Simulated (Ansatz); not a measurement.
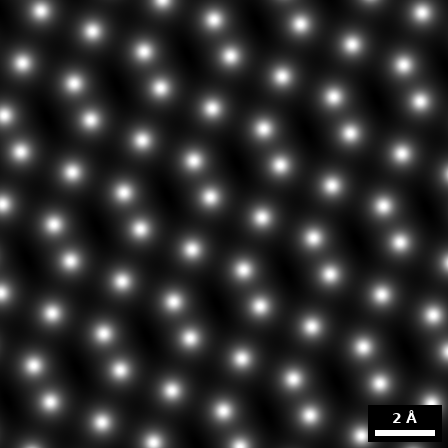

Projected-potential map of W. Computed as the sum of neutral-atom potentials (tabulated electron scattering factors, B = 0.5 Å²) projected along the beam and smoothed by 0.25 Å; brighter is more positive. The display is stretched by a gamma of 0.7; percentages refer to the linear signal.

Question: Give the net of the columns and its spacings.

Answer: The pattern repeats on a rectangular net of 2.6 × 4.1 Å.

Question: Which plane group does this projection have?

Answer: p2mm: mirror lines in two perpendicular directions, with twofold points where they cross.

Question: How many columns does the smallest repeating cell hold, and how many levels of brightness?

Answer: 3 columns in the primitive cell of 10.8 Å², all of one brightness.

The crystal is W (P6/mmm, No. 191) seen along [100]. Structure: the end point of a relaxation with DFT, BLYP, plane waves (420 eV) with PAW, scalar-relativistic in Ansatz; the starting structure was generated, so it need not be a known form of this composition.
